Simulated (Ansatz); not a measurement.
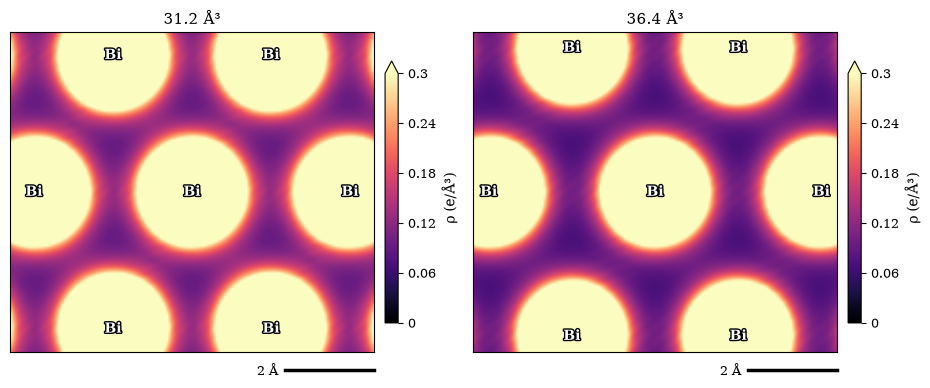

Bi. The valence pseudo-density of cells scaled evenly to different volumes (given per atom above each panel), on the (010) plane of each (indices in the axes of the cell below), at one length scale and on one colour scale.

A generated structure, not necessarily the stable one; computed without spin polarisation.

Level of theory: DFT, revPBE, plane waves (420 eV) with PAW, scalar-relativistic (Ansatz).

The largest cell:

```
Bi
1.0
     0.00000    2.63072    2.63072
     2.63072    0.00000    2.63072
     2.63072    2.63072    0.00000
Bi
1
Direct
  0.00000 0.00000 0.00000
```

| volume (Å³/atom) | Bi–Bi contact in the plane (Å) | ρ at its midpoint (e/Å³) | pressure (GPa) | 
| --- | --- | --- | --- |
| 31.21 | 3.534 | 0.124 | 2.0 | 
| 32.51 | 3.582 | ? | ? | 
| 36.41 | 3.720 | 0.099 | −4.2 | 

**What values belong in the row with question marks?**

Over the known rows ln ρ falls by 1.21 per Å of Bi–Bi distance (the line through the two), which gives 0.117 e/Å³ at 3.582 Å; the calculation gives 0.116 e/Å³. For the pressure, a straight line in volume between the neighbouring rows gives 0.5 GPa; the calculation gives −0.1, lower because pressure rises ever faster on compression.
